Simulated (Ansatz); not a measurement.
Input file:

```
crystal:
  lattice:
    - [3.28999848, 0.0, 0.0]
    - [-1.64499924, 2.84922226, 0.0]
    - [0.0, 0.0, 12.97000027]
  atoms:
    - { symbol: W, position: [0.33333333, 0.66666667, 0.25] }
    - { symbol: W, position: [0.66666667, 0.33333333, 0.75] }
    - { symbol: Se, position: [0.33333333, 0.66666667, 0.62099999] }
    - { symbol: Se, position: [0.66666667, 0.33333333, 0.12099999] }
    - { symbol: Se, position: [0.33333333, 0.66666667, 0.87900001] }
    - { symbol: Se, position: [0.66666667, 0.33333333, 0.37900001] }
basis:
  ecutwfc: 420
kpoints:
  mp_grid: { grid: [12, 12, 2] }
hamiltonian:
  xc: pbe
scf:
  occupations: { method: gaussian, width: 0.02 }
output:
  forces: true
  stress: true
  eigenvalues: true
  write_density: true
  write_potential: true
  elf: true
  volumetric_format: npy
relax:
  adjacent_minimum: "off"
  f_tol: 0.01
  max_steps: 80
  cell: { stress_tol: 0.05 }
```

Command:

```sh
ansatz run input.yaml --threads 1 --pin off --max-ram 2560MiB --backend cpu --events-out ev --progress --plain --runs-dir out
```

Below, planes, directions and counts refer to the conventional cell (a = 3.32 Å, b = 3.32 Å, c = 15.25 Å, α = 90.00°, β = 90.00°, γ = 120.00°).

The fields are those of the relaxed geometry.

Space group P6₃/mmc; a structure generated by program, which may or may not match a known phase.

Computed with DFT PBE, scalar-relativistic, plane waves, PAW in Ansatz 0.2.0.

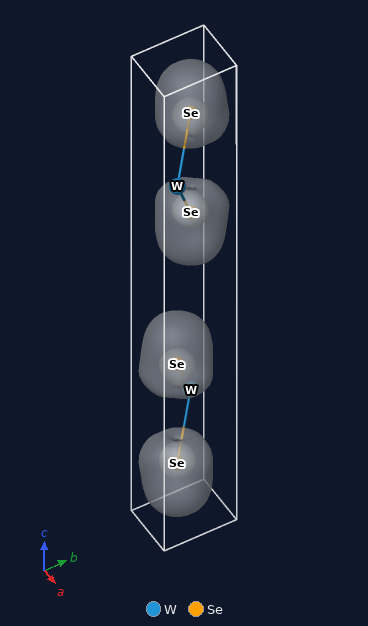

WSe₂. Isosurface of the electron localisation function at 0.65 (grey), seen at an oblique angle. Only the valence region is drawn (cores and ρ < 0.01 e/Å³ removed). Sticks mark near contacts.

> What do the ELF domains correspond to?

At this value the surface marks out four regions wrapped around Se (the valence shell of each), counted in one cell of 6 atoms. Any copies at cell faces, edges or corners count once. Along the contacts the grid gives the following. W–Se (2.55 Å): the ELF is about 0.55 at the midpoint.

> Does the calculation make it a metal, or give it a gap?

It is gapped, with a Kohn–Sham gap of 1.5 eV on the k-point mesh, an upper bound to the gap of this method.
